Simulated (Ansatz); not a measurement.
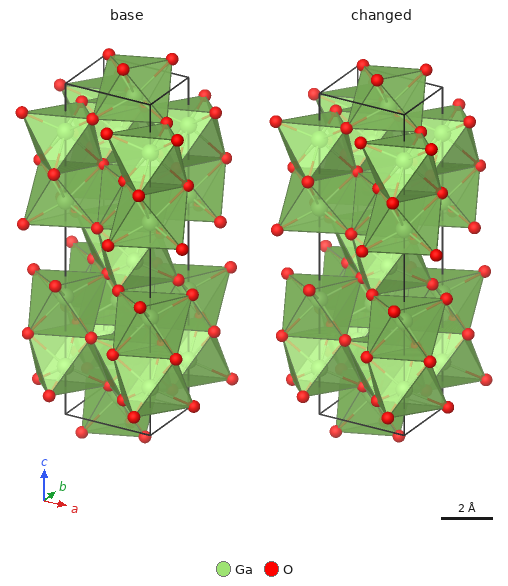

Left: solid Ga2O3 (built on the database structure type) at its r2SCAN-relaxed geometry. Right: the same structure after one change, at the same scale. The picture is a polyhedral view of the conventional cell (3 times the calculation's cell), seen slightly off an axis. Lengths and directions refer to the drawn axes.

Theory: DFT, HSE06, plane waves, PAW in Ansatz. Settings: plane-wave cutoff 420 eV; k-point mesh 4 × 4 × 4; occupations fixed; no spin polarisation.

### Which change leads from the left to the right?

The cell is strained by −3.0 % along c and none across it (volume −3.0 %). The atoms were relaxed with r2SCAN under that strain, and this is a single point on that geometry.

### How do the computed properties respond?

Near-neighbour distances before and after: Ga–O 2.073 → 2.054 Å, Ga–O 1.925 → 1.909 Å. The space group stays R-3c (No. 167). The energy rises by 10.1 meV per atom. The pressure goes from −0.3 to 6.6 GPa. The principal stresses (compression positive) are 11.6 GPa along c and 4.2 GPa across it. The forces stay under 0.01 eV/Å.
